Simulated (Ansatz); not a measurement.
## Run report: Al₂Pt, geometry relaxation (part 2 of 2)

The same run, continued: Al₂Pt (Fm-3m, 3 atoms in the cell); DFT PBE, scalar-relativistic, plane waves, PAW, no spin polarisation (Ansatz 0.2.0); cutoff 420 eV, 12×12×12 k-mesh, Gaussian smearing of 0.1 eV. The structure derives from an entry of the Crystallography Open Database.

Output, continued
```
--- Per-component energies (eV) ---
  E_band       = -316.314133
  E_kinetic    = 685.948537
  E_local      = -2720.818148  (includes V_loc(G=0)·N_el)
  E_nonlocal   = 217.404982
  E_hartree    = 1080.487535
  E_xc         = -343.046699
  E_vxc        = -363.143607  (∫ρ·V_xc dr)
  E_paw        = -10388.623860  (= ΣΔE_a)
  E_vpaw       = -296.681235  (= ΣTr[D̂ρ^β])
  E_aug_tail   = 0.000185  (compensation charges beyond the density's cutoff)
  E_ewald      = -2132.018514
  E_smearing   = -0.005847  (= −TS)
  E_closure    = 0.000000  (closes the sum)
  Σ components = -13600.671828   (vs F -13600.671828, Δ=0.00e0)
--- Forces (eV/Å), atoms counted from 1 ---
  atom   1  Al    -0.00000000    -0.00000000     0.00000000
  atom   2  Al     0.00000000     0.00000000    -0.00000000
  atom   3  Pt    -0.00000000    -0.00000000    -0.00000000
  max |Σ_I F_I| component: 4.63e-18 eV/Å
--- Stress (GPa, compression-positive) ---
       -0.016737      -0.000000      -0.000000
       -0.000000      -0.016737       0.000000
       -0.000000       0.000000      -0.016737
  P = ⅓ Tr σ = -0.0167 GPa (-0.167 kbar)
--- Band table (eV; the first three rows and the last of 72) ---
  k-point 0: bands = ["-87.7052", "-41.9342", "-41.9342", "-41.9342", "1.0234", "6.1566", "6.1566", "6.1566", "7.4883", "7.4883", "13.9418", "14.9156", "14.9156", "14.9156", "16.4260", "16.4260"]
  k-point 1: bands = ["-87.7052", "-41.9344", "-41.9343", "-41.9343", "1.1179", "6.0983", "6.1885", "6.1885", "7.4770", "7.4770", "13.5516", "14.2113", "14.6279", "14.6279", "16.7485", "16.7485"]
  k-point 2: bands = ["-87.7052", "-41.9348", "-41.9344", "-41.9344", "1.3968", "5.9428", "6.2718", "6.2718", "7.4584", "7.4584", "11.8761", "14.0364", "14.0364", "14.4483", "16.8020", "16.8260"]
  k-point 71: bands = ["-87.7052", "-41.9359", "-41.9359", "-41.9351", "5.1819", "5.1819", "5.8026", "6.1324", "7.3997", "7.9122", "8.3718", "8.3718", "10.2427", "16.2306", "16.2306", "17.2595"]
--- Relaxed structure (3 steps of the walk, 3 accepted, 1 SCFs on fresh bases) ---
  F+E_penalty+E_count = -13600.67182750 eV   max|allowed force component| = 4.703e-17 eV/Å   (the final SCF, on the basis selected at the relaxed cell)
  cell:  # Å, volume = 52.5659 Å³
    - [-1.1942278202099045e-36, -2.9732041157754074, -2.9732041157754074]
    - [2.9732041157754074, 1.3056890834294952e-34, -2.9732041157754074]
    - [2.9732041157754074, -2.9732041157754074, -4.6574884988186255e-35]
  atoms:
    - { symbol: Al, position: [0.24999999999999997, 0.24999999999999997, 0.24999999999999997] }
    - { symbol: Al, position: [0.7499999999999999, 0.7499999999999999, 0.7499999999999999] }
    - { symbol: Pt, position: [1.7538490633814026e-36, -1.5275459584289637e-36, 8.090336002049689e-36] }
```

Trajectory as extended XYZ (Å, eV, eV/Å), 4 frames, from step=1 to step=4
```
3
Lattice="0.0000 -2.9550 -2.9550 2.9550 0.0000 -2.9550 2.9550 -2.9550 0.0000" Properties=species:S:1:pos:R:3:forces:R:3 step=1 energy=-13600.66461 pressure_GPa=2.47
Al    1.4775   -1.4775   -1.4775    0.0000   0.0000   0.0000
Al    4.4325   -4.4325   -4.4325    0.0000   0.0000   0.0000
Pt    0.0000    0.0000    0.0000    0.0000   0.0000   0.0000
3
Lattice="0.0000 -2.9783 -2.9783 2.9783 0.0000 -2.9783 2.9783 -2.9783 0.0000" Properties=species:S:1:pos:R:3:forces:R:3 step=2 energy=-13600.67077 pressure_GPa=-0.68
Al    1.4892   -1.4892   -1.4892    0.0000   0.0000   0.0000
Al    4.4675   -4.4675   -4.4675    0.0000   0.0000   0.0000
Pt    0.0000    0.0000    0.0000    0.0000   0.0000   0.0000
3
Lattice="0.0000 -2.9732 -2.9732 2.9732 0.0000 -2.9732 2.9732 -2.9732 0.0000" Properties=species:S:1:pos:R:3:forces:R:3 step=3 energy=-13600.67146 pressure_GPa=-0.02
Al    1.4866   -1.4866   -1.4866    0.0000   0.0000   0.0000
Al    4.4598   -4.4598   -4.4598    0.0000   0.0000   0.0000
Pt    0.0000    0.0000    0.0000    0.0000   0.0000   0.0000
3
Lattice="0.0000 -2.9732 -2.9732 2.9732 0.0000 -2.9732 2.9732 -2.9732 0.0000" Properties=species:S:1:pos:R:3:forces:R:3 step=4 energy=-13600.67183 pressure_GPa=-0.02
Al    1.4866   -1.4866   -1.4866    0.0000   0.0000   0.0000
Al    4.4598   -4.4598   -4.4598    0.0000   0.0000   0.0000
Pt    0.0000    0.0000    0.0000    0.0000   0.0000   0.0000
```

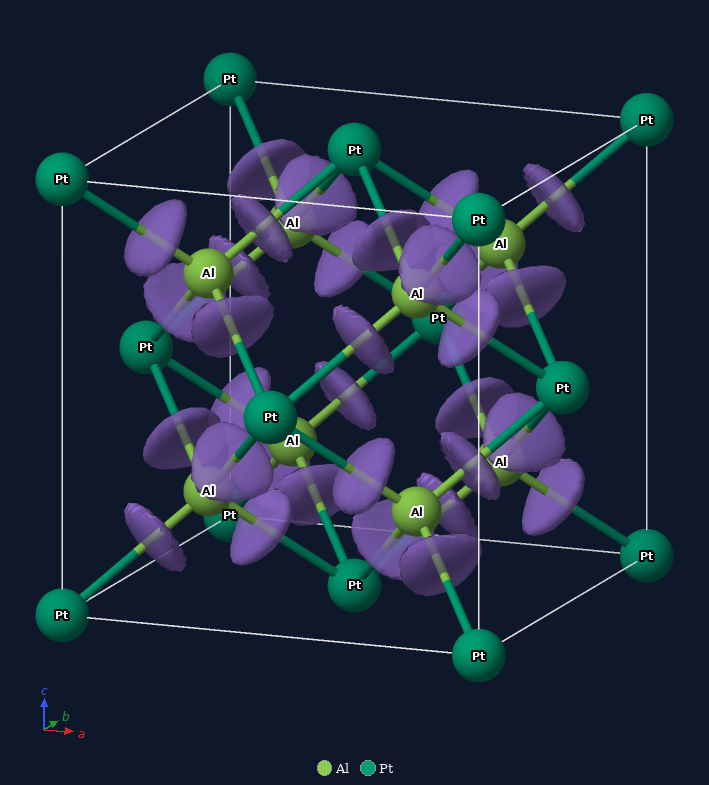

**Figure 1.** Isosurface of the ELF at 0.6 (purple), seen slightly off an axis. Only the valence region is drawn (cores and ρ < 0.01 e/Å³ removed). Sticks mark near contacts. The outline is the cell set on symmetry axes. Profiles from the grid: Al–Pt (2.57 Å): the ELF is about 0.50 at the midpoint (no shared electron pair). In a PAW calculation such maps are meaningful between the atoms, not at the nuclei.

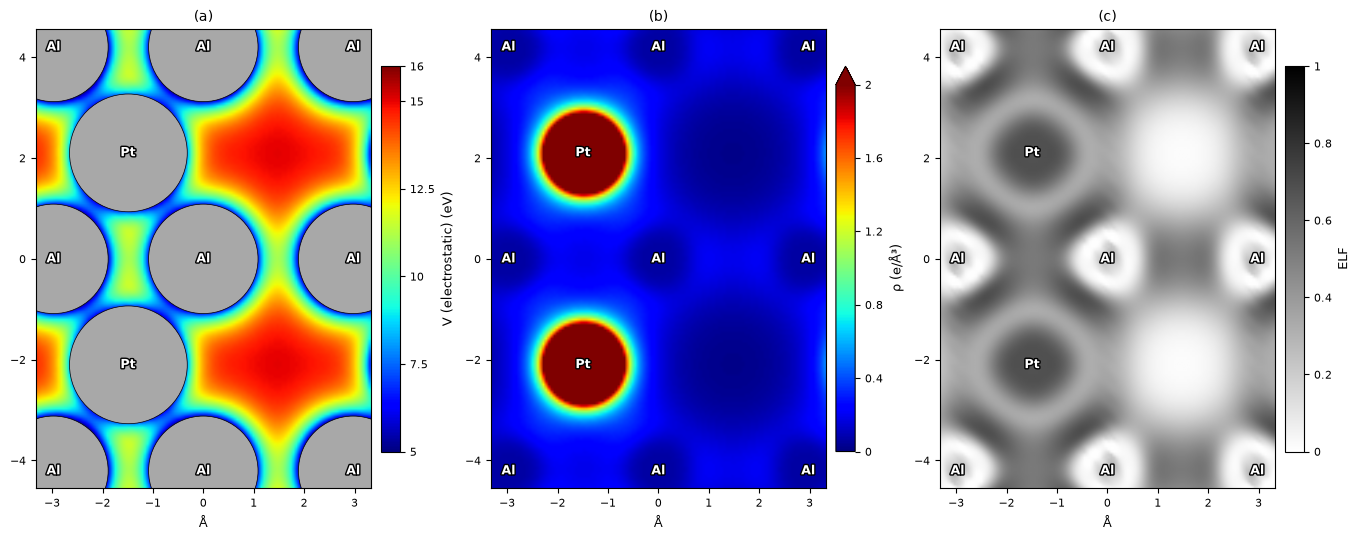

**Figure 2.** (a) electrostatic potential (local pseudopotential plus Hartree) felt by an electron; (b) valence charge density (pseudo); (c) electron localisation function on the (101) plane of the conventional cell. Grey discs, where drawn, cover atomic cores. Al–Pt (2.57 Å): ρ is about 0.43 e/Å³ halfway; the ELF is about 0.50 at the midpoint; no localised pair between them. Away from the nuclei the density in this plane falls to 0.02 e/Å³ at its lowest. The strong features right at Pt lie inside the PAW spheres (semicore, d or f shells) and say nothing about bonding. Outside the cores the potential energy rises away from the atoms and is highest about 2.6 Å from the nearest atoms; outside the discs it spans about 9 eV, and its zero is arbitrary.

This output came from the following input.

Input file
```yaml
crystal:
  lattice:
    - [0.0, -2.955, -2.955]
    - [2.955, 0.0, -2.955]
    - [2.955, -2.955, 0.0]
  atoms:
    - { symbol: Al, position: [0.25, 0.25, 0.25] }
    - { symbol: Al, position: [0.75, 0.75, 0.75] }
    - { symbol: Pt, position: [0.0, 0.0, 0.0] }
basis:
  ecutwfc: 420
kpoints:
  mp_grid: { grid: [12, 12, 12] }
hamiltonian:
  xc: pbe
scf:
  occupations: { method: gaussian, width: 0.1 }
output:
  forces: true
  stress: true
  eigenvalues: true
  write_density: true
  write_potential: true
  elf: true
  volumetric_format: npy
relax:
  adjacent_minimum: "off"
  f_tol: 0.005
  max_steps: 80
  cell: { stress_tol: 0.05 }
```

Command:
```bash
ansatz run input.yaml --threads 2 --pin off --max-ram 6144MiB --backend cpu --events-out ev --progress --plain --runs-dir out
```

Key numbers

| quantity | value |
| --- | --- |
| outcome | converged |
| space group (tolerance 0.01 Å) | Fm-3m (225) |
| electrons treated | 24 |
| free energy | −13600.6718 eV |
| Fermi energy | 11.147 eV |
| gap on the k-point mesh | none (metallic) |
| pressure | −0.02 GPa |
| final volume | 52.57 Å³ |
| largest force (length of the vector) at the end | under 0.001 eV/Å |
| final cell | a = 4.205 Å, b = 4.205 Å, c = 4.205 Å, α = 60.00°, β = 60.00°, γ = 60.00° |
| hardware | 2 threads of AMD EPYC (Zen 5), 16 GiB of memory available, shared host |
| wall time | 2.6 s (CPU time 5 s) |
| peak memory | 0.45 GiB |

Remarks

Spin–orbit coupling is left out, which matters for Pt.
